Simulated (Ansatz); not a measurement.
```
CELL_PARAMETERS angstrom
1.23448 -2.16042 -0.24453
-2.48825 -0.00278 0.24449
-0.96708 0.56037 -9.69579
ATOMIC_POSITIONS crystal
B 0.00000 0.00000 0.99719
B 0.33333 0.66667 0.66386
B 0.66667 0.33333 0.33053
N 0.66667 0.33333 0.99748
N 0.00000 0.00000 0.66415
N 0.33333 0.66667 0.33082
```

Space group R3m; a structure from a database of computed crystals, not necessarily the ambient phase; started from the database structure prototype, which need not be the ambient phase.

Method: DFT, HSE06, plane waves, PAW (Ansatz).

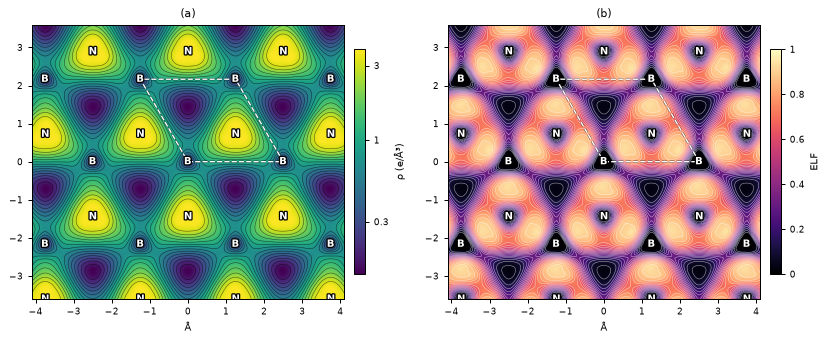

BN. (a) valence charge density (pseudo); (b) electron localisation function on the (001) plane of the conventional cell.

The density is the valence pseudo-density of a PAW calculation; it isn't the true density close to the nuclei.

### Read the bonding off the picture.

The plane passes through B and N nuclei.
B–N (1.44 Å): ρ at the midpoint is about 1.8 e/Å³; the ELF peaks at about 0.95 between the atoms, as expected for a polar covalent bond.
Between the atoms the lowest density in this plane is 0.14 e/Å³.
